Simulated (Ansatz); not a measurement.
## TaN: geometry relaxation (part 3 of 3)

The same run, continued: TaN (slab, 20 atoms in the cell); DFT PBEsol, scalar-relativistic, plane waves, PAW, no spin polarisation (Ansatz 0.2.0); cutoff 420 eV, 12×6×1 k-mesh, Gaussian smearing of 0.1 eV. The structure derives from an entry of the Crystallography Open Database. It belongs to a series of runs on one base structure; here: (1 0 0) slab, atoms relaxed.

Geometry of the input (Å; fractional positions):
```
2.8895  0.0000  0.0000
0.0000  5.8608  0.0000
0.0000  0.0000  26.6776
N  0.0000  0.2500  0.2811
Ta 0.5000  0.0000  0.3124
Ta 0.5000  0.5000  0.3124
N  0.0000  0.7500  0.3437
N  0.5000  0.2500  0.3749
Ta 0.0000  0.0000  0.4062
Ta 0.0000  0.5000  0.4062
N  0.5000  0.7500  0.4375
N  0.0000  0.2500  0.4687
Ta 0.5000  0.0000  0.5000
Ta 0.5000  0.5000  0.5000
N  0.0000  0.7500  0.5313
N  0.5000  0.2500  0.5625
Ta 0.0000  0.0000  0.5938
Ta 0.0000  0.5000  0.5938
N  0.5000  0.7500  0.6251
N  0.0000  0.2500  0.6563
Ta 0.5000  0.0000  0.6876
Ta 0.5000  0.5000  0.6876
N  0.0000  0.7500  0.7189
```

**Output, continued**
```
  k-point 1: bands = ["-61.2451", "-61.2451", "-61.2001", "-61.2001", "-60.9414", "-60.9054", "-60.8827", "-60.8664", "-60.8471", "-60.8314", "-28.2791", "-28.2776", "-28.2508", "-28.1670", "-28.1181", "-28.0442", "-28.0323", "-27.9085", "-27.8417", "-27.8304", "-27.7378", "-27.5028", "-27.5018", "-27.4754", "-27.4743", "-27.4332", "-27.3884", "-27.3874", "-27.3470", "-27.3269", "-27.2442", "-27.2212", "-27.2003", "-27.1612", "-27.1503", "-27.1180", "-27.0947", "-27.0522", "-27.0457", "-26.9847", "-10.0407", "-9.6525", "-8.9774", "-8.7601", "-8.7134", "-8.2356", "-8.0593", "-7.8637", "-7.2552", "-7.1169", "-1.5187", "-1.2168", "-0.9315", "-0.4268", "-0.2268", "-0.0861", "0.0583", "1.2345", "1.5008", "1.6247", "1.7619", "1.9224", "2.0145", "2.1735", "2.2669", "2.3430", "2.3793", "2.5106", "2.5437", "2.6049", "2.7726", "2.8763", "3.0071", "3.2799", "3.6961", "4.1043", "4.1119", "4.2085", "4.3634", "4.3783", "4.3879", "4.6255", "4.7169", "4.7656", "4.9326", "5.5822", "6.1797", "6.6716", "6.7824", "7.0537", "7.5998", "7.7573", "7.8416", "8.1189", "8.3043", "8.4528", "8.4782", "8.8184", "8.8805", "9.2793", "9.2864", "9.5493", "9.6119", "9.7518", "10.1629", "10.1902", "10.5418", "10.8198", "10.8237", "10.8255"]
  k-point 2: bands = ["-61.2401", "-61.2400", "-61.2052", "-61.2052", "-60.9338", "-60.9130", "-60.8753", "-60.8596", "-60.8540", "-60.8387", "-28.2251", "-28.1771", "-28.1704", "-28.1527", "-28.1263", "-28.0673", "-27.8959", "-27.8197", "-27.7956", "-27.7496", "-27.7106", "-27.6164", "-27.6153", "-27.4887", "-27.4638", "-27.4630", "-27.4076", "-27.4001", "-27.3994", "-27.3878", "-27.3640", "-27.3374", "-27.2063", "-27.1654", "-27.1470", "-27.1088", "-27.1041", "-27.0661", "-27.0329", "-26.9977", "-9.6759", "-9.3641", "-8.7732", "-8.5916", "-8.5778", "-8.4653", "-8.4166", "-8.0361", "-7.5407", "-7.4717", "-0.8757", "-0.8233", "-0.5203", "-0.3676", "0.0968", "0.1727", "0.1801", "0.7311", "1.0564", "1.1923", "1.3058", "1.8037", "2.1929", "2.2747", "2.3478", "2.3692", "2.3896", "2.6036", "2.7136", "2.7182", "2.8681", "2.9284", "2.9874", "3.3413", "3.6387", "3.6475", "3.6585", "3.9063", "4.0793", "4.1680", "4.5438", "4.8387", "5.1335", "5.2740", "5.3018", "5.6202", "6.0110", "6.4828", "6.7699", "6.8455", "7.7791", "8.0492", "8.0552", "8.2617", "8.2975", "8.3027", "8.4079", "8.5735", "8.6781", "8.7864", "8.8918", "9.1303", "9.5476", "9.5657", "9.9297", "10.0028", "10.5299", "10.6597", "10.6685", "10.9139"]
  k-point 27: bands = ["-61.1873", "-61.1873", "-61.1593", "-61.1593", "-60.8603", "-60.8603", "-60.8217", "-60.8217", "-60.8171", "-60.8171", "-28.3283", "-28.3283", "-28.2585", "-28.2585", "-28.1585", "-28.1585", "-28.0917", "-28.0917", "-28.0154", "-28.0154", "-27.9322", "-27.9322", "-27.7378", "-27.7378", "-27.6523", "-27.6523", "-27.5644", "-27.5644", "-27.5056", "-27.5056", "-27.5051", "-27.5051", "-27.4498", "-27.4498", "-27.4173", "-27.4173", "-27.3686", "-27.3686", "-27.3109", "-27.3109", "-8.3415", "-8.3415", "-8.0309", "-8.0309", "-8.0061", "-8.0061", "-7.9490", "-7.9490", "-7.5067", "-7.5067", "-0.3664", "-0.3664", "-0.2249", "-0.2249", "0.0289", "0.0289", "0.1286", "0.1286", "0.7283", "0.7283", "1.0120", "1.0120", "1.0258", "1.0258", "1.3360", "1.3360", "1.4527", "1.4527", "2.0020", "2.0020", "2.4741", "2.4741", "2.5914", "2.5914", "2.7182", "2.7182", "2.7404", "2.7404", "3.8272", "3.8272", "5.2275", "5.2275", "5.2580", "5.2580", "5.7021", "5.7021", "5.9409", "5.9409", "7.5629", "7.5629", "8.2997", "8.2997", "8.7059", "8.7059", "9.3702", "9.3702", "9.4700", "9.4700", "10.8708", "10.8708", "10.9870", "10.9870", "11.5027", "11.5027", "11.7408", "11.7408", "11.8730", "11.8730", "11.8988", "11.8989"]
--- Relaxed structure (5 steps of the walk, 5 accepted, 0 SCFs on fresh bases) ---
  F+E_penalty+E_count = -101867.12814652 eV   max|allowed force component| = 1.606e-2 eV/Å
  atoms:
    - { symbol: N, position: [0.0, 0.24999999999999997, 0.28924523791272577] }
    - { symbol: Ta, position: [0.5, 0.012826688339691975, 0.3127181649954834] }
    - { symbol: Ta, position: [0.5, 0.4871733116603079, 0.3127181649954834] }
    - { symbol: N, position: [0.0, 0.7499999999999999, 0.34231523731147084] }
    - { symbol: N, position: [0.5, 0.24999999999999997, 0.37466801545575] }
    - { symbol: Ta, position: [0.0, -0.002417414698224517, 0.40529730374636874] }
    - { symbol: Ta, position: [0.0, 0.5024174146982245, 0.40529730374636874] }
    - { symbol: N, position: [0.5, 0.7499999999999999, 0.43792889746587416] }
    - { symbol: N, position: [0.0, 0.24999999999999997, 0.4682951081777019] }
    - { symbol: Ta, position: [0.5, -1.898905275251171e-10, 0.5000000030439572] }
    - { symbol: Ta, position: [0.5, 0.5000000001898904, 0.5000000030439572] }
    - { symbol: N, position: [0.0, 0.7499999999999999, 0.5317048987677863] }
    - { symbol: N, position: [0.5, 0.24999999999999997, 0.5620711054867829] }
    - { symbol: Ta, position: [0.0, 0.002417407992332784, 0.594702697246135] }
    - { symbol: Ta, position: [0.0, 0.49758259200766713, 0.594702697246135] }
    - { symbol: N, position: [0.5, 0.7499999999999999, 0.6253319791516206] }
    - { symbol: N, position: [0.0, 0.24999999999999997, 0.6576847622598513] }
    - { symbol: Ta, position: [0.5, -0.012826676207640593, 0.6872818329689888] }
    - { symbol: Ta, position: [0.5, 0.5128266762076406, 0.6872818329689888] }
    - { symbol: N, position: [0.0, 0.7499999999999999, 0.7107547540085688] }
```

**Trajectory as extended XYZ (Å, eV, eV/Å), 5 frames, from step=1 to step=5**
```
20
Lattice="2.8895 0.0000 0.0000 0.0000 5.8608 0.0000 0.0000 0.0000 26.6776" Properties=species:S:1:pos:R:3:forces:R:3 step=1 energy=-101866.12039
N     0.0000    1.4652    7.5000    0.0000   0.0000   2.5016
Ta    1.4447    0.0000    8.3341    0.0000   2.6883  -0.8626
Ta    1.4447    2.9304    8.3341    0.0000  -2.6883  -0.8626
N     0.0000    4.3956    9.1682    0.0000   0.0000   0.1144
N     1.4447    1.4652   10.0024    0.0000   0.0000  -0.4107
Ta    0.0000    0.0000   10.8365    0.0000  -0.2142  -0.5310
Ta    0.0000    2.9304   10.8365    0.0000   0.2142  -0.5310
N     1.4447    4.3956   11.6706    0.0000   0.0000   0.2887
N     0.0000    1.4652   12.5047    0.0000   0.0000   0.0270
Ta    1.4447    0.0000   13.3388    0.0000   0.0000   0.0000
Ta    1.4447    2.9304   13.3388    0.0000   0.0000   0.0000
N     0.0000    4.3956   14.1729    0.0000   0.0000  -0.0270
N     1.4447    1.4652   15.0071    0.0000   0.0000  -0.2887
Ta    0.0000    0.0000   15.8412    0.0000   0.2142   0.5310
Ta    0.0000    2.9304   15.8412    0.0000  -0.2142   0.5310
N     1.4447    4.3956   16.6753    0.0000   0.0000   0.4106
N     0.0000    1.4652   17.5094    0.0000   0.0000  -0.1144
Ta    1.4447    0.0000   18.3435    0.0000  -2.6883   0.8626
Ta    1.4447    2.9304   18.3435    0.0000   2.6883   0.8626
N     0.0000    4.3956   19.1776    0.0000   0.0000  -2.5017
20
Lattice="2.8895 0.0000 0.0000 0.0000 5.8608 0.0000 0.0000 0.0000 26.6776" Properties=species:S:1:pos:R:3:forces:R:3 step=2 energy=-101867.09247
N     0.0000    1.4652    7.6948    0.0000   0.0000   0.0677
Ta    1.4447    0.0898    8.3267    0.0000  -0.5385   0.0715
Ta    1.4447    2.8406    8.3267    0.0000   0.5385   0.0715
N     0.0000    4.3956    9.1070    0.0000   0.0000   0.0080
N     1.4447    1.4652   10.0024    0.0000   0.0000  -0.3633
Ta    0.0000   -0.0188   10.7921    0.0000   0.0638   0.2360
Ta    0.0000    2.9492   10.7921    0.0000  -0.0638   0.2360
N     1.4447    4.3956   11.6750    0.0000   0.0000   0.0232
N     0.0000    1.4652   12.4766    0.0000   0.0000   0.1590
Ta    1.4447    0.0000   13.3388    0.0000   0.0000   0.0000
Ta    1.4447    2.9304   13.3388    0.0000   0.0000   0.0000
N     0.0000    4.3956   14.2010    0.0000   0.0000  -0.1590
N     1.4447    1.4652   15.0026    0.0000   0.0000  -0.0232
Ta    0.0000    0.0188   15.8856    0.0000  -0.0638  -0.2360
Ta    0.0000    2.9116   15.8856    0.0000   0.0638  -0.2360
N     1.4447    4.3956   16.6752    0.0000   0.0000   0.3633
N     0.0000    1.4652   17.5706    0.0000   0.0000  -0.0080
Ta    1.4447   -0.0898   18.3509    0.0000   0.5385  -0.0715
Ta    1.4447    3.0202   18.3509    0.0000  -0.5385  -0.0715
N     0.0000    4.3956   18.9828    0.0000   0.0000  -0.0677
20
Lattice="2.8895 0.0000 0.0000 0.0000 5.8608 0.0000 0.0000 0.0000 26.6776" Properties=species:S:1:pos:R:3:forces:R:3 step=3 energy=-101867.11079
N     0.0000    1.4652    7.7547    0.0000   0.0000  -0.2922
Ta    1.4447    0.0665    8.3548    0.0000   0.2629   0.0453
Ta    1.4447    2.8639    8.3548    0.0000  -0.2629   0.0453
N     0.0000    4.3956    9.1489    0.0000   0.0000  -0.0300
N     1.4447    1.4652   10.0040    0.0000   0.0000   0.0953
Ta    0.0000   -0.0098   10.8231    0.0000  -0.1374  -0.0328
Ta    0.0000    2.9402   10.8231    0.0000   0.1374  -0.0328
N     1.4447    4.3956   11.6865    0.0000   0.0000  -0.0163
N     0.0000    1.4652   12.5044    0.0000   0.0000  -0.0923
Ta    1.4447    0.0000   13.3388    0.0000   0.0000   0.0000
Ta    1.4447    2.9304   13.3388    0.0000   0.0000   0.0000
N     0.0000    4.3956   14.1732    0.0000   0.0000   0.0923
N     1.4447    1.4652   14.9911    0.0000   0.0000   0.0163
Ta    0.0000    0.0098   15.8546    0.0000   0.1374   0.0328
Ta    0.0000    2.9205   15.8546    0.0000  -0.1374   0.0328
N     1.4447    4.3956   16.6736    0.0000   0.0000  -0.0953
N     0.0000    1.4652   17.5287    0.0000   0.0000   0.0300
Ta    1.4447   -0.0665   18.3228    0.0000  -0.2629  -0.0453
Ta    1.4447    2.9969   18.3228    0.0000   0.2629  -0.0453
N     0.0000    4.3956   18.9230    0.0000   0.0000   0.2922
20
Lattice="2.8895 0.0000 0.0000 0.0000 5.8608 0.0000 0.0000 0.0000 26.6776" Properties=species:S:1:pos:R:3:forces:R:3 step=4 energy=-101867.12788
N     0.0000    1.4652    7.7189    0.0000   0.0000  -0.0325
Ta    1.4447    0.0752    8.3424    0.0000  -0.0088   0.0266
Ta    1.4447    2.8552    8.3424    0.0000   0.0088   0.0266
N     0.0000    4.3956    9.1345    0.0000   0.0000  -0.0261
N     1.4447    1.4652    9.9959    0.0000   0.0000  -0.0120
Ta    0.0000   -0.0155   10.8125    0.0000   0.0356   0.0106
Ta    0.0000    2.9459   10.8125    0.0000  -0.0356   0.0106
N     1.4447    4.3956   11.6826    0.0000   0.0000  -0.0012
N     0.0000    1.4652   12.4946    0.0000   0.0000  -0.0139
Ta    1.4447    0.0000   13.3388    0.0000   0.0000   0.0000
Ta    1.4447    2.9304   13.3388    0.0000   0.0000   0.0000
N     0.0000    4.3956   14.1830    0.0000   0.0000   0.0139
N     1.4447    1.4652   14.9950    0.0000   0.0000   0.0012
Ta    0.0000    0.0155   15.8652    0.0000  -0.0356  -0.0106
Ta    0.0000    2.9149   15.8652    0.0000   0.0356  -0.0106
N     1.4447    4.3956   16.6818    0.0000   0.0000   0.0120
N     0.0000    1.4652   17.5431    0.0000   0.0000   0.0261
Ta    1.4447   -0.0752   18.3352    0.0000   0.0088  -0.0266
Ta    1.4447    3.0056   18.3352    0.0000  -0.0088  -0.0266
N     0.0000    4.3956   18.9588    0.0000   0.0000   0.0325
20
Lattice="2.8895 0.0000 0.0000 0.0000 5.8608 0.0000 0.0000 0.0000 26.6776" Properties=species:S:1:pos:R:3:forces:R:3 step=5 energy=-101867.12815
N     0.0000    1.4652    7.7164    0.0000   0.0000  -0.0046
Ta    1.4447    0.0752    8.3426    0.0000  -0.0026   0.0115
Ta    1.4447    2.8552    8.3426    0.0000   0.0026   0.0115
N     0.0000    4.3956    9.1322    0.0000   0.0000  -0.0091
N     1.4447    1.4652    9.9953    0.0000   0.0000  -0.0152
Ta    0.0000   -0.0142   10.8124    0.0000  -0.0161   0.0077
Ta    0.0000    2.9446   10.8124    0.0000   0.0161   0.0077
N     1.4447    4.3956   11.6829    0.0000   0.0000  -0.0093
N     0.0000    1.4652   12.4930    0.0000   0.0000   0.0041
Ta    1.4447    0.0000   13.3388    0.0000   0.0000   0.0000
Ta    1.4447    2.9304   13.3388    0.0000   0.0000   0.0000
N     0.0000    4.3956   14.1846    0.0000   0.0000  -0.0041
N     1.4447    1.4652   14.9947    0.0000   0.0000   0.0093
Ta    0.0000    0.0142   15.8653    0.0000   0.0161  -0.0077
Ta    0.0000    2.9162   15.8653    0.0000  -0.0161  -0.0077
N     1.4447    4.3956   16.6824    0.0000   0.0000   0.0152
N     0.0000    1.4652   17.5455    0.0000   0.0000   0.0091
Ta    1.4447   -0.0752   18.3351    0.0000   0.0026  -0.0115
Ta    1.4447    3.0056   18.3351    0.0000  -0.0026  -0.0115
N     0.0000    4.3956   18.9613    0.0000   0.0000   0.0046
```

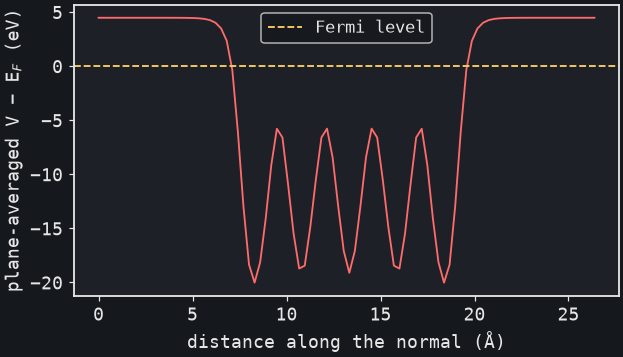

Fig. 1: Plane average of the electrostatic potential energy of an electron across the cell, from the Fermi level. The vacuum level lies 4.47 eV above the Fermi level.

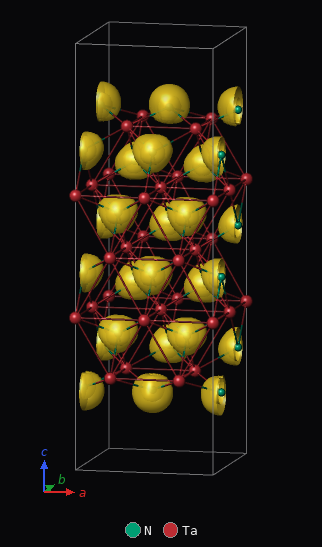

Fig. 2: Isosurface of the ELF at 0.75 (yellow), seen slightly off an axis. Only the valence region is drawn (cores and ρ < 0.01 e/Å³ removed). Sticks mark near contacts. Profiles from the grid: Ta–N (2.10 Å): the ELF is about 0.20 at the midpoint; no shared pair; the contact is polar. Ta–Ta (2.78 Å): the ELF is about 0.25 at the midpoint; no localised pair between them. Core electrons are frozen (PAW), so the fields are smoothed inside the atomic spheres.

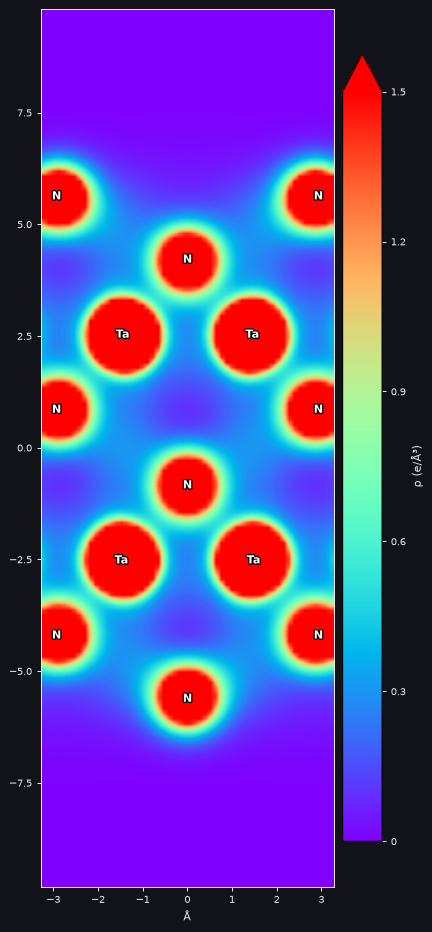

Fig. 3: Valence pseudo-density on the (100) plane of the calculation cell, a cut from vacuum to vacuum. The section cuts through N and Ta sites. Ta–N (2.22 Å): ρ at the midpoint is about 0.54 e/Å³. Ta–N (2.24 Å): the density is about 0.52 e/Å³ at the midpoint. Ta–Ta (2.90 Å): ρ is about 0.28 e/Å³ halfway. The density dies away to nearly zero in the vacuum.

**Results in brief**

```tsv
quantity	value
outcome	converged
electrons treated	180
free energy	−101867.1281 eV
work function, top face	4.47 eV
work function, bottom face	4.47 eV
Fermi energy	7.297 eV
gap on the k-point mesh	none (metallic)
final volume	451.77 Å³
work function (upper face)	4.47 eV
largest force (length of the vector) at the end	0.018 eV/Å
wall time	8.3 min (CPU time 16 min)
peak memory	1.5 GiB
```

**Notes**

The program warns: the exchange-correlation potential is rough where the density is thin. Spin–orbit coupling is left out, which matters for Ta.
